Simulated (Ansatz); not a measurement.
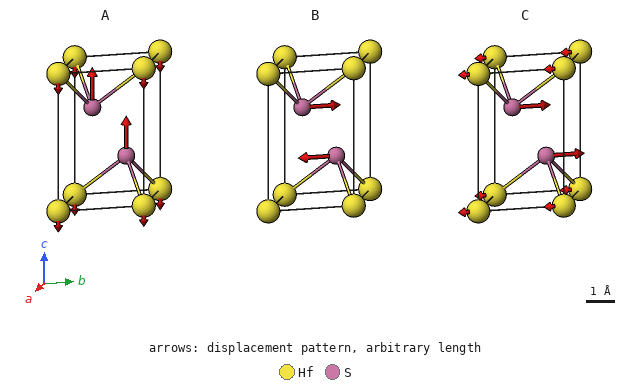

Modes of a crystal of HfS$_{2}$ relaxed at 25 GPa, space group P-3m1 (No. 164), at the zone centre (one member of each degenerate set). Displacements are drawn as red arrows; their common scale and sign are arbitrary. Style: ball-and-stick. Shown: the cell of the calculation, slightly off an axis.

These are results of DFT PBE+D3(BJ), scalar-relativistic, plane waves, PAW (Ansatz), not measurements.

The frequencies depend somewhat on the k-mesh and the smearing.

> Give the symmetry species and the selection rules of each.

A is A₂u, infrared-active by symmetry (378 cm⁻¹). B is E_g, Raman-active by symmetry (286 cm⁻¹). C is E_u, infrared-active by symmetry (210 cm⁻¹). The crystal has a centre of inversion, so no mode is both. In a metal the free carriers screen the infrared response.
